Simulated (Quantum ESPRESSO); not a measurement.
## PbF₂: 7 runs along one coordinate

System: PbF₂ (Fm-3m, 3 atoms in the cell).
Method: Kohn-Sham DFT of a periodic cell, Q2D, PseudoDojo 0.4.1 SR PBE standard, no spin polarisation (Quantum ESPRESSO 7.5).

The 7 runs differ only in the geometry, by an even scaling of the cell at fixed fractional positions. The structure derives from an entry of the Crystallography Open Database.

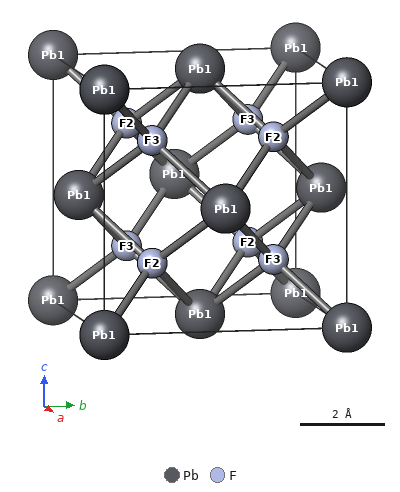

Figure 1. The structure of run 4 (ball-and-stick view of the cell 4 times as large as that of the calculation, set on its symmetry axes, seen slightly off an axis; atoms are numbered from 1 in the order of the input).

**Input of run 4**
```
&CONTROL
  calculation = 'scf'
  prefix = 'pwscf'
  outdir = './tmp'
  pseudo_dir = './pseudo'
  tprnfor = .true.
  tstress = .true.
  disk_io = 'nowf'
/
&SYSTEM
  ibrav = 0
  nat = 3
  ntyp = 2
  ecutwfc = 84
  nbnd = 21
  input_dft = 'q2d'
  occupations = 'smearing'
  smearing = 'fd'
  degauss = 0.00367493
/
&ELECTRONS
  conv_thr = 6d-10
  electron_maxstep = 120
  mixing_beta = 0.5
/
ATOMIC_SPECIES
Pb   207.2000 Pb.upf
F     18.9984 F.upf
CELL_PARAMETERS angstrom
   0.0000000000    2.9636600000    2.9636600000
   2.9636600000    0.0000000000    2.9636600000
   2.9636600000    2.9636600000    0.0000000000
ATOMIC_POSITIONS crystal
Pb     0.0000000000    0.0000000000    0.0000000000
F      0.7500000000    0.7500000000    0.7500000000
F      0.2500000000    0.2500000000    0.2500000000
K_POINTS automatic
8 8 8 0 0 0
```

Command:
```bash
OMP_NUM_THREADS=1 pw.x -in pw.in > pw.out
```

Lattice vectors (Å) and fractional positions of run 4:
```
   0.000000    2.963660    2.963660
   2.963660    0.000000    2.963660
   2.963660    2.963660    0.000000
Pb  0.000000  0.000000  0.000000
F   0.750000  0.750000  0.750000
F   0.250000  0.250000  0.250000
```

Run 6 differs from it as follows:
```diff
-   0.0000000000    2.9636600000    2.9636600000
-   2.9636600000    0.0000000000    2.9636600000
-   2.9636600000    2.9636600000    0.0000000000
+   0.0000000000    3.0026599987    3.0026599987
+   3.0026599987    0.0000000000    3.0026599987
+   3.0026599987    3.0026599987    0.0000000000
```

**Results, with one run withheld**

| run | volume per atom (Å³) | free energy per atom, from the lowest run given (meV) | pressure (GPa) | gap on the mesh (eV) |
| --- | --- | --- | --- | --- |
| 1 | 16.313 | 0.00 | 0.03 | 4.02 |
| 2 | 16.660 | 1.98 | −1.86 | 4.03 |
| 3 | 17.007 | 7.83 | −3.53 | 4.03 |
| 4 | 17.354 | 17.10 | −5.02 | 4.04 |
| 5 | 17.701 | 29.40 | −6.34 | 4.04 |
| 6 | 18.048 | ? | ? | ? |
| 7 | 18.395 | 61.80 | −8.55 | 4.02 |

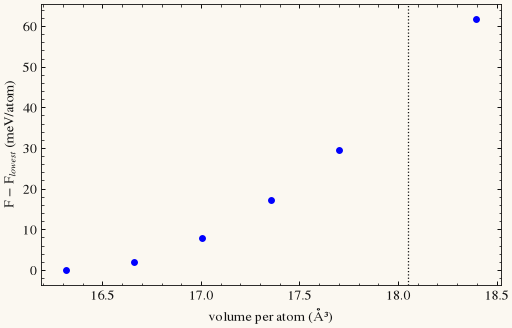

Figure 2. Free energy per atom of the runs given; the dotted line marks run 6.

Estimate the energy of run 6 from the others.

A cubic polynomial in V^(−2/3) (the Birch–Murnaghan form), fitted to the 6 runs given, misses them by under 0.01 meV per atom. With x = V^(−2/3) − 0.14998 Å⁻², it reads F = 13.045 − 4773 x + 4.3156e+05 x² + 9.0312e+05 x³ (meV per atom). At run 6 it gives 44.41 meV per atom, and the run itself gives 44.41. The slope of the fit gives a pressure −dF/dV of −7.50 GPa there, and the run prints −7.51 GPa. The fit has its minimum at 16.321 Å³ per atom, where V d²F/dV² gives 94.1 GPa: the bulk modulus at this level, since symmetry fixes the shape and the positions.

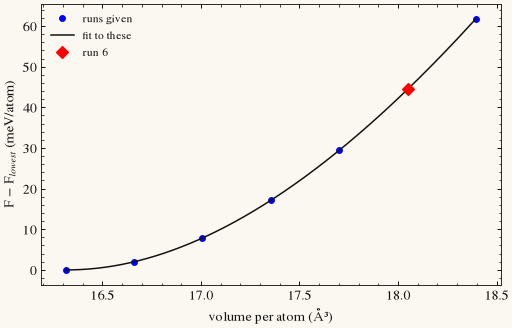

Figure 3. The fit and the withheld run.

**Some lines of the output (run 6)**
```
[...]
     number of k points=    29  Fermi-Dirac smearing, width (Ry)=  0.0037
     total energy              =    -238.34034143 Ry
     total energy              =    -238.43582345 Ry
     total energy              =    -238.45497960 Ry
     total energy              =    -238.45573888 Ry
     total energy              =    -238.45597556 Ry
     total energy              =    -238.45597742 Ry
     total energy              =    -238.45597753 Ry
     total energy              =    -238.45597761 Ry
     the Fermi energy is     7.1995 ev
!    total energy              =    -238.45597761 Ry
     The total energy is F=E-TS. E is the sum of the following terms:
     Computing stress (Cartesian axis) and pressure
          total   stress  (Ry/bohr**3)                   (kbar)     P=      -75.13
```

Notes: The record of the run, not the program, notes: potentials made for another functional. Points of doubt noted for this run: potentials made for another functional. Spin–orbit coupling is left out, which matters for Pb.
